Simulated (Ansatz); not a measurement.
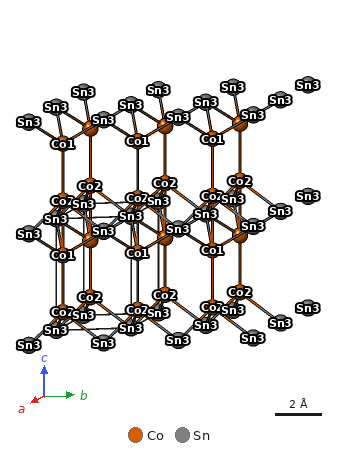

Starting structure of a crystal of Co2Sn (a generated structure, set up in P-6m2) (coarse preliminary run). The picture is a ball-and-stick view of the cell of the calculation, repeated 2 × 3 × 2 with one cell outlined, seen slightly off an axis.

The calculation used DFT PBE, scalar-relativistic, plane waves, PAW in Ansatz 0.2.0.

Input file:
```yaml
crystal:
  lattice:
    - [3.34124026, 0.0, 0.0]
    - [-1.67062013, 2.89359895, 0.0]
    - [0.0, 0.0, 5.04127722]
  atoms:
    - { symbol: Co, position: [0.66666667, 0.33333333, 0.75549973], spin: -3.0 }
    - { symbol: Co, position: [0.66666667, 0.33333333, 0.24450027], spin: -3.0 }
    - { symbol: Sn, position: [0.0, 0.0, 0.0] }
basis:
  ecutwfc: 420
kpoints:
  mp_grid: { grid: [6, 6, 4] }
hamiltonian:
  xc: pbe
scf:
  occupations: { method: gaussian, width: 0.1 }
  lower_state_search: "off"
output:
  forces: true
  stress: true
  eigenvalues: true
  populations: true
magnetization:
  spin_polarized: true
relax:
  adjacent_minimum: "off"
  f_tol: 0.04
  max_steps: 70
  cell: { stress_tol: 0.4 }
```

Launched with:
```bash
ansatz run input.yaml --threads 4 --pin off --max-ram 8192MiB --backend cpu --events-out ev --progress --plain --runs-dir out
```

Q: Predict the outcome.

A: After 13 accepted moves (15 points after the start) the energy has fallen by 2.474 eV per cell of the calculation. The largest force component goes from 5.2 to 0.0014 eV/Å. The pressure goes from 34.34 to 0.13 GPa. At 2 points the geometry stayed and the basis and grid were re-selected for the new cell (energy shift of 0.100 eV per cell of the calculation at most each time). The largest moves relative to the cell, 0.49 Å, are those of Co1 and Co2. Co1 goes along −c. Sn stays in place. The drawn cell changes as follows: a = b 3.341 → 2.972 Å (−11.0 %), c 5.041 → 6.272 Å (+24.4 %); the volume changes by −1.5 %. Among the contacts that change: Co1–Co2 2.465 → 4.055 Å, Sn3–Sn3 3.341 → 2.972 Å, Co1–Sn3 2.289 → 2.656 Å, Co1–Co2 (another image) 2.576 → 2.217 Å. Bonds break: Co1–Co2 (2.47 → 4.05 Å). Bond angles that change, for instance: Co1–Sn3–Co2 65.2° → 99.5°, Co1–Sn3–Co1 93.7° → 68.0°, Sn3–Co2–Sn3 93.7° → 68.0°. The space group stays P-6m2 (No. 187). Cost: 33 s on 4 threads of Arm Neoverse V2, with other jobs on the host, peak memory 0.38 GiB.

The structure at the end:

```
Co Sn
1.0
     2.97243    0.00000    0.00000
    -1.48622    2.57420    0.00000
     0.00000    0.00000    6.27184
Co Sn
2 1
Direct
  0.66667 0.33333 0.67675
  0.66667 0.33333 0.32325
  0.00000 0.00000 0.00000
```

The end point in the same view:

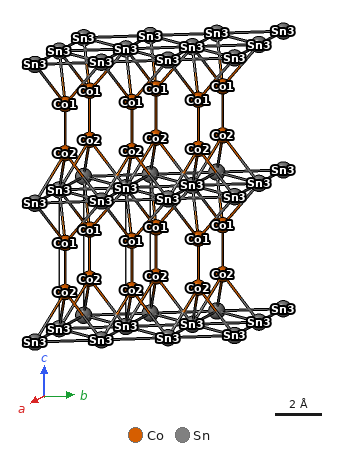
